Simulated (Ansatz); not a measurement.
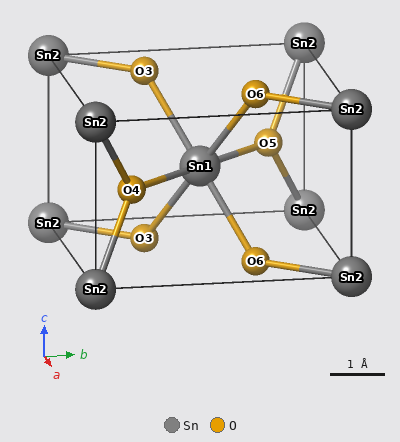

The structure as given in the input (ball-and-stick view of the cell of the calculation, seen slightly off an axis; atoms are numbered from 1 in the order of the input). An atom can appear more than once, as a periodic image. Near neighbours in the periodic cell (some may lie outside the picture): Sn has 6 O at 2.09 to 2.10 Å; O has 3 Sn at 2.09 to 2.10 Å.

# Single-point calculation of SnO₂

System: SnO₂ (6 atoms in the cell).
Method: DFT LDA, scalar-relativistic, plane waves, PAW, no spin polarisation (Ansatz 0.2.0).

The structure derives from a Materials Project entry. Figures and captions count atoms from 1; the log counts them from 0 in places.

## Log
```
Engine: ansatz 0.2.0, x86_64-unknown-linux-gnu
Pseudopotentials: kind: paw
Pseudopotential: Sn, paw, valence charge 14, recommended cutoff 420 eV (normal), Sn.paw.azcp
Pseudopotential: O, paw, valence charge 6, recommended cutoff 420 eV (normal), O.paw.azcp
Functional definition: SPW92
  exchange = slater_x
  correlation = pw_c
Crystal: 6 atoms, lattice volume = 75.517 Å³
Basis set: ecut = 420 eV, 1479 PW (Γ)
Bands: 32, of which v1, the nominal top of the filled ones, is band 26 counted from 1 (25 counted from 0)
Symmetry: 8 space group operations
Space group: Pnnm (ITA 58), of the structure as read, at distance tolerance 4.2e-5 Å
k-points: 36 of 96
Non-local potential: Sn, projectors of the file, l = 0: 2, l = 1: 2, l = 2: 2, l = 3: 2
Non-local potential: O, projectors of the file, l = 0: 2, l = 1: 2, l = 2: 1
PAW form: soft (Blöchl's): semilocal exchange-correlation on the pseudo side does not see the compensation charge
PAW frozen core: Sn, regenerated for the run's functional, and the local potential with it (the file was generated under x = pbe(κ = 0.804, μ = 0.2195149727645171), c = pbe(β = 0.06672455060314922))
PAW frozen core: O, regenerated for the run's functional, and the local potential with it (the file was generated under x = pbe(κ = 0.804, μ = 0.2195149727645171), c = pbe(β = 0.06672455060314922))
PAW one-centre angular grid: Sn, 590 points (default); XC on 64 Gauss nodes
PAW one-centre angular grid: O, 110 points (default); XC on 64 Gauss nodes
Initial density: superposition of atomic densities (neutral atoms: chi_scale 0, normalization atom), corrected by the library's trained network
Initial wavefunctions: pseudopotential atomic-orbital guess
Functional: x = slater, c = lda
SCF iter   1: F=—  HF=-13980.254514 eV  |F-HF|=—  |Δ(HF+E_count)|=         —  Δρ=1.92e-2  dr2=2.39e-1  ethr=1.77e-3  ⟨swp⟩=5.7  Hψ=5009  notcnv=0
preconditioner: auto → Resta (q_TF=auto, 2.564 Å⁻¹)  ε∞=3.7  [insulator: Δε(μ)=0.560 eV  Ē_g=18.877 eV  σ=0.100 eV  W_gap=1.00  n_scr=18 (ndim 8)  ℏωp=30.8 eV  f_vac=0.031  D(μ)=0.00/eV (n_scr^D=0)  ε∞_Penn≈3.7]
SCF iter   2: F=—  HF=-13980.187364 eV  |F-HF|=—  |Δ(HF+E_count)|=   6.72e-2  Δρ=4.95e-3  dr2=6.98e-3  ethr=4.59e-4  ⟨swp⟩=2.3  Hψ=1969  notcnv=0  defer=63
SCF iter   3: F=—  HF=-13980.184980 eV  |F-HF|=—  |Δ(HF+E_count)|=   2.38e-3  Δρ=2.15e-3  dr2=1.91e-3  ethr=1.34e-5  ⟨swp⟩=2.9  Hψ=2045  notcnv=0  defer=27
automatic band count: iteration 3 solves 31 bands in place of 32: the levels show a gap, and the empty bands left out lie too high to hold charge; the band table lists the bands solved (type scf.n_extra_bands for more)
SCF iter   4: F=—  HF=-13980.184360 eV  |F-HF|=—  |Δ(HF+E_count)|=   6.20e-4  Δρ=3.74e-4  dr2=8.59e-5  ethr=3.68e-6  ⟨swp⟩=2.0  Hψ=1878  notcnv=0  defer=27
SCF iter   5: F=—  HF=-13980.184358 eV  |F-HF|=—  |Δ(HF+E_count)|=   1.99e-6  Δρ=8.12e-5  dr2=4.20e-6  ethr=1.65e-7  ⟨swp⟩=1.8  Hψ=1392  notcnv=0  defer=27
SCF iter   6: F=—  HF=-13980.184359 eV  |F-HF|=—  |Δ(HF+E_count)|=   8.54e-7  Δρ=1.39e-5  dr2=1.18e-7  ethr=8.09e-9  ⟨swp⟩=2.7  Hψ=1644  notcnv=0  defer=27
SCF iter   7: F=-13980.184359 eV  HF=-13980.184359 eV  |F-HF|=1.30e-9  |Δ(HF+E_count)|=   1.80e-8  Δρ=2.10e-6  dr2=3.57e-9  ethr=1.92e-10  ⟨swp⟩=8.6  Hψ=4557  notcnv=0
SCF 1 converged in 7 iterations: F = -13980.184359 eV  dr2 = 3.57e-9
  greatest PAW one-centre occupation: 0.997 electrons in one spin orbital (limit 2), on the Sn atom at site 0 (counted from 0), in its partial waves of l = 2
SCF converged after 7 iterations
Free energy (F): -13980.184359 eV
Harris-Foulkes:  -13980.184359 eV  (|F-HF|=1.30e-9)
Internal energy: -13980.184359 eV  (E = F + TS)
E sigma→0 (E₀):  -13980.184359 eV
Entropy (-TS):   -0.000000 eV (-0.000 meV/atom)
Fermi energy:    8.591995 eV
--- Per-component energies (eV) ---
  E_band       = -171.693167
  E_kinetic    = 1073.298457
  E_local      = -2962.186847  (includes V_loc(G=0)·N_el)
  E_nonlocal   = 149.795757
  E_hartree    = 1510.315284
  E_xc         = -1039.926336
  E_vxc        = -561.717368  (∫ρ·V_xc dr)
  E_paw        = -8600.265160  (= ΣΔE_a)
  E_vpaw       = -891.523526  (= ΣTr[D̂ρ^β])
  E_aug_tail   = 0.010079  (compensation charges beyond the density's cutoff)
  E_ewald      = -4112.463075
  E_core_change = 1.237482  (= ΣΔE_core)
  E_smearing   = -0.000000  (= −TS)
  E_closure    = -0.000000  (closes the sum)
  Σ components = -13980.184359   (vs F -13980.184359, Δ=0.00e0)
--- Forces (eV/Å), atoms counted from 1 ---
  atom   1  Sn     0.00000000     0.00000000     0.00000000
  atom   2  Sn     0.00000000    -0.00000000     0.00000000
  atom   3  O      0.16896912     0.00850291     0.00000000
  atom   4  O      0.16896912    -0.00850291     0.00000000
  atom   5  O     -0.16896912     0.00850291     0.00000000
  atom   6  O     -0.16896912    -0.00850291     0.00000000
  max |Σ_I F_I| component: 2.78e-17 eV/Å
--- Stress (GPa, compression-positive) ---
      -10.447628       0.000000       0.000000
        0.000000     -10.696803       0.000000
        0.000000       0.000000     -12.520770
  P = ⅓ Tr σ = -11.2217 GPa (-112.217 kbar)
--- Band table (eV; the first three rows and the last of 36) ---
  k-point 0: bands = ["-12.5529", "-11.9278", "-11.7198", "-11.7010", "-11.6973", "-11.6143", "-11.5891", "-11.5167", "-11.4962", "-11.4923", "-10.0959", "-8.2982", "-8.2606", "-6.7957", "0.2877", "4.1745", "4.5216", "4.6003", "5.3877", "6.3308", "6.3477", "7.0665", "7.1026", "7.6263", "7.6328", "8.2510", "8.9330", "13.7703", "14.1157", "14.2681", "18.1787"]
  k-point 1: bands = ["-12.4410", "-11.8880", "-11.8862", "-11.8171", "-11.6778", "-11.6274", "-11.5802", "-11.5235", "-11.5199", "-11.5176", "-9.9320", "-7.9575", "-7.9265", "-6.9757", "0.2792", "4.2989", "4.4317", "4.7643", "4.7985", "5.5692", "6.0747", "6.1864", "6.2576", "7.6186", "7.6562", "8.1108", "10.4262", "14.2137", "15.1576", "15.2994", "16.9449"]
  k-point 2: bands = ["-12.2032", "-12.2031", "-12.1807", "-11.7635", "-11.5768", "-11.5683", "-11.5663", "-11.5584", "-11.5564", "-11.5226", "-9.3804", "-7.5575", "-7.3179", "-7.3008", "0.4330", "2.7024", "4.1787", "4.6952", "4.7595", "5.1743", "5.3702", "5.5767", "6.0719", "7.3761", "7.4756", "7.5508", "12.3743", "14.4304", "16.5791", "17.1015", "17.1340"]
  k-point 35: bands = ["-12.3502", "-12.3502", "-11.9366", "-11.9366", "-11.5911", "-11.5911", "-11.5320", "-11.5320", "-11.4937", "-11.4937", "-8.3053", "-8.3053", "-7.0850", "-7.0850", "0.4757", "0.4757", "3.4874", "3.4874", "5.7956", "5.7956", "5.8815", "5.8815", "7.4120", "7.4120", "7.5970", "7.5970", "12.4865", "12.4865", "16.6857", "16.6857", "18.6434"]
```

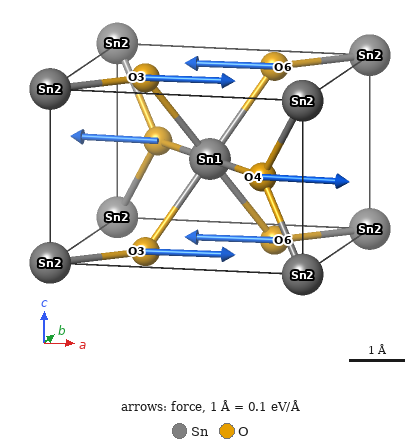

Forces on the atoms as blue arrows (ball-and-stick view of the cell of the calculation, seen slightly off an axis; atoms are numbered from 1 in the order of the input). The largest act on all 4 O atoms (0.17 eV/Å). The geometry is not a stationary point of this energy.

The run was set up as follows.

## Input file
```yaml
crystal:
  lattice:
    - [4.788004, 0.0, 0.0]
    - [0.0, 4.866582, 0.0]
    - [0.0, 0.0, 3.240898]
  atoms:
    - { symbol: Sn, position: [0.5, 0.5, 0.5] }
    - { symbol: Sn, position: [0.0, 0.0, 0.0] }
    - { symbol: O, position: [0.291855, 0.321042, 0.0] }
    - { symbol: O, position: [0.791855, 0.178958, 0.5] }
    - { symbol: O, position: [0.208145, 0.821042, 0.5] }
    - { symbol: O, position: [0.708145, 0.678958, 0.0] }
basis:
  ecutwfc: 420
kpoints:
  mp_grid: { grid: [4, 4, 6] }
hamiltonian:
  xc: lda
scf:
  occupations: { method: gaussian, width: 0.1 }
output:
  forces: true
  stress: true
  eigenvalues: true
```

Launch command:
```bash
ansatz run input.yaml --threads 2 --pin off --max-ram 5120MiB --backend cpu --events-out ev --progress --plain --runs-dir out
```

## Summary

```csv
quantity,value
outcome,converged
space group (tolerance 0.01 Å),Pnnm (58)
electrons treated,52
free energy,−13980.1844 eV
Fermi energy,8.592 eV
gap on the k-point mesh,0.68 eV
pressure,−11.22 GPa
largest force (length of the vector),0.169 eV/Å
hardware,"2 threads of AMD EPYC (Zen 3), 189 GiB of memory available, shared host"
wall time,9.8 s (CPU time 11 s)
peak memory,0.38 GiB
```

The cell is under a tension of 11.2 GPa at this level, so it is not at its equilibrium volume.
